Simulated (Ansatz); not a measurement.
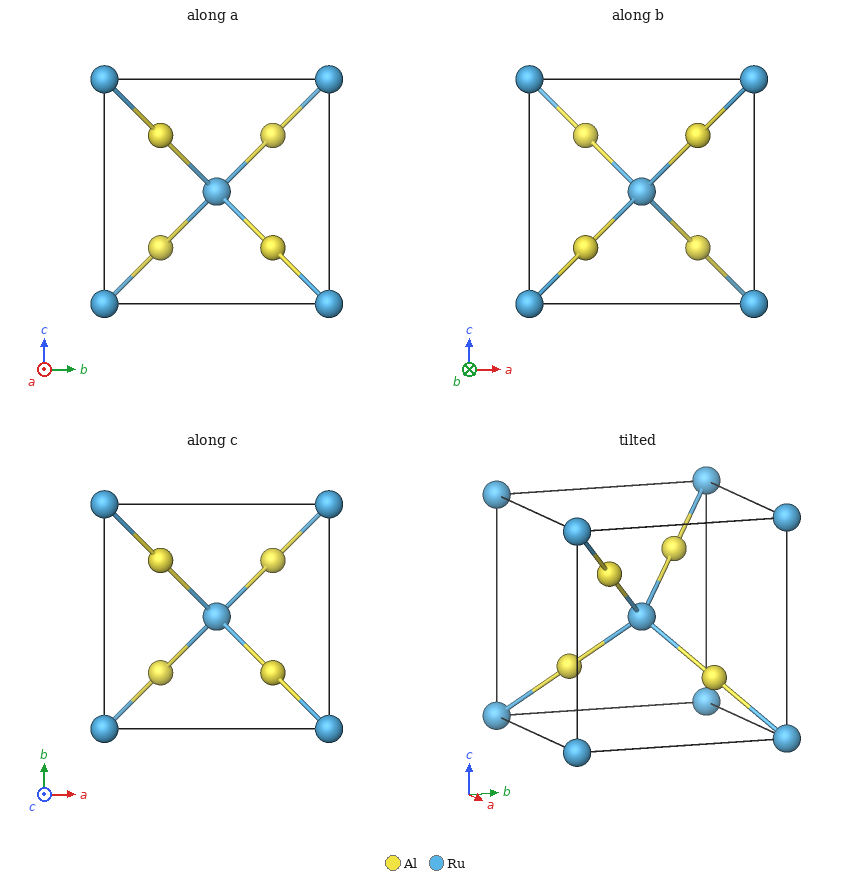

A ball-and-stick rendering, viewed along the a axis, along the b axis, along the c axis and slightly off an axis. The conventional unit cell is outlined; an atom on or near a face, edge or corner is repeated at each equivalent position.

Lattice parameters: a = 5.326 Å, b = 5.326 Å, c = 5.326 Å, α = 90.00°, β = 90.00°, γ = 90.00°. Put a along x and b in the xy plane.

Question: From the views, write a POSCAR file.

Answer:
```
Al Ru
1.0
     5.326    0.000    0.000
     0.000    5.326    0.000
     0.000    0.000    5.326
Al Ru
4 2
Direct
  0.2500 0.2500 0.2500
  0.2500 0.7500 0.7500
  0.7500 0.7500 0.2500
  0.7500 0.2500 0.7500
  0.0000 0.0000 0.0000
  0.5000 0.5000 0.5000
```

The model was built from a structure type filled with these elements by a generator (whether the compound takes this form wasn't checked). Earlier steps of the study, as a rule a relaxation of our own, may have changed the cell and positions, so they can lie some per cent off the listed ones. Ansatz was used for an electronic-structure calculation on it.
